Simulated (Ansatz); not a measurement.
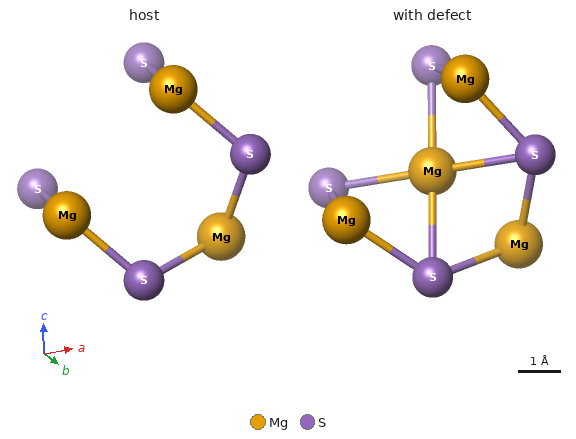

Left: perfect MgS. Right: the same region with one point defect, after relaxing the atoms in a supercell of 64 sites. The picture is a ball-and-stick view of the atoms within 4.6 Å of one point, in a slice 4.2 Å thick across the line of sight, seen from a free direction.

These are results of DFT, PBEsol, PAW, plane waves in Ansatz, not measurements. Settings: plane-wave cutoff 420 eV; k-point mesh 1 × 1 × 1; mesh shifted by (0.25, 0.25, 0.25); collinear spin. Fermi-Dirac smearing of 0.01 eV. The axes drawn are those of the host's conventional cell.

Question: Which defect is it?

Answer: An extra magnesium atom is put between the host's atoms (an interstitial).

The charge state of the cell is 0.

Question: What does the relaxation do around it?

Answer: The Mg atom starts with 4 Mg at 2.44 to 2.45 Å, 6 S at 2.82 to 2.83 Å around its place and ends with 4 Mg at 2.73 to 2.75 Å, 6 S at 2.74 to 2.76 Å. Of the host's atoms, a magnesium atom moves furthest from its site, by 0.30 Å. The cell ends without a net magnetic moment.
